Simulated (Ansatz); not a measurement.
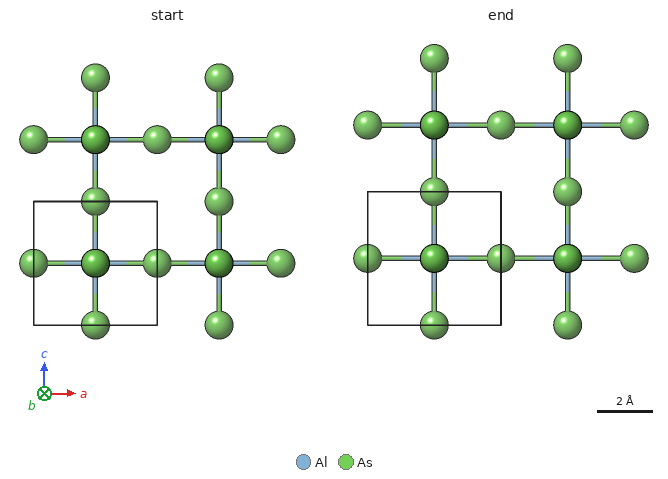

The structure of crystalline AlAs$_{3}$ (a generated structure, set up in Pm-3m) (coarse preliminary run) before (left) and after (right) a relaxation, at one scale.

The picture is a ball-and-stick view of the cell of the calculation, repeated 2 × 1 × 2 with one cell outlined, seen along the b axis.

Computed with DFT PBE, scalar-relativistic, plane waves, PAW (Ansatz). (plane-wave cutoff 420 eV; k-point mesh 4 × 4 × 4; occupations gaussian; smearing width 0.1 eV; no spin polarisation; cell and atoms relaxed; force threshold 0.04 eV/Å; at most 70 steps)

Summarise the run.

Answer. The atoms keep their places relative to the cell (all moves are under 0.005 Å). The volume changes by +25.5 %, with a = b = c 4.526 → 4.882 Å (+7.9 %). Some distances before and after: Al–As 2.263 → 2.441 Å. The space group stays Pm-3m (No. 221). The energy falls by 246 meV per atom in 3 accepted moves (4 points after the start). All forces vanish by symmetry, so only the cell relaxes. The pressure goes from 15.53 to 0.26 GPa. At 1 point the geometry stayed and the basis and grid were re-selected for the new cell (energy shift of 2.7 meV per atom at most each time).
